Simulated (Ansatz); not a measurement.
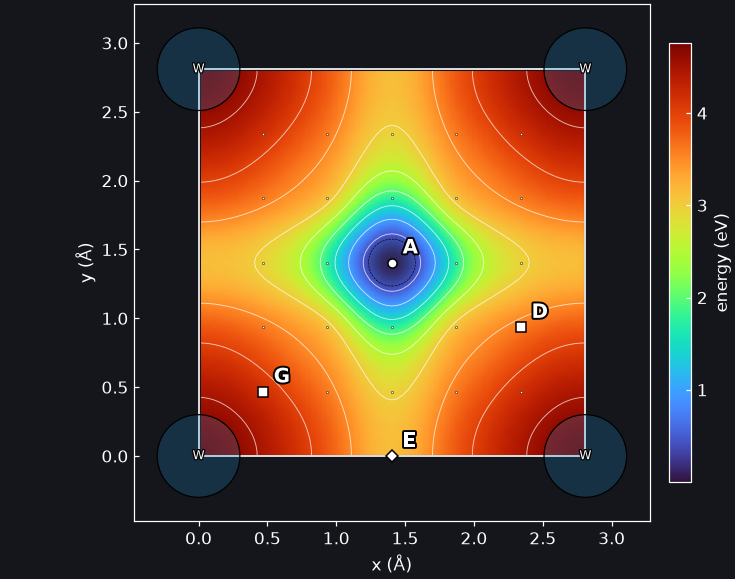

C on a W(100) slab cut from the Fm-3m phase, its upper half relaxed before the scan (3 atoms of substrate and one adsorbate in a 1 × 1 cell). C is moved over the surface cell; relaxed at each place: the height of the adsorbate's atoms; substrate rigid; the origin of the map has the adsorbate above W3. Places are given modulo a cell vector. The map is drawn in real space over the plane of the surface. Grid: 6 × 6 points; 10 points were computed and 26 follow by symmetry. Energies are in eV, from the lowest grid point. With one adsorbate in each 1 × 1 cell, its nearest image is 2.8 Å away, so neighbouring adsorbates interact. These are results of DFT LDA, scalar-relativistic, plane waves, PAW (Ansatz 0.2.0), not measurements. Settings: cutoff 420 eV, k-mesh 9×9×1, gaussian smearing 0.1 eV, no spin polarisation.

The picture shows a smooth colour map with a few white contour lines, dots at the grid points, labelled circles for the atoms of the top layer and small ones for the second layer, the outline of one cell of the plane, lettered points. Between grid points the surface is interpolated.

> What kind of point is each of A, D, E, G: minimum, saddle, maximum or slope?

A: minimum; D: on a slope; E: saddle point; G: on a slope. (In these two coordinates alone; a stationary point may lie a little off the grid point.)

> Rank the lettered points by energy, lowest first.

A (0.00 eV), E (3.13 eV), D (3.60 eV), G (4.18 eV).

PAW datasets: the set soft_1.
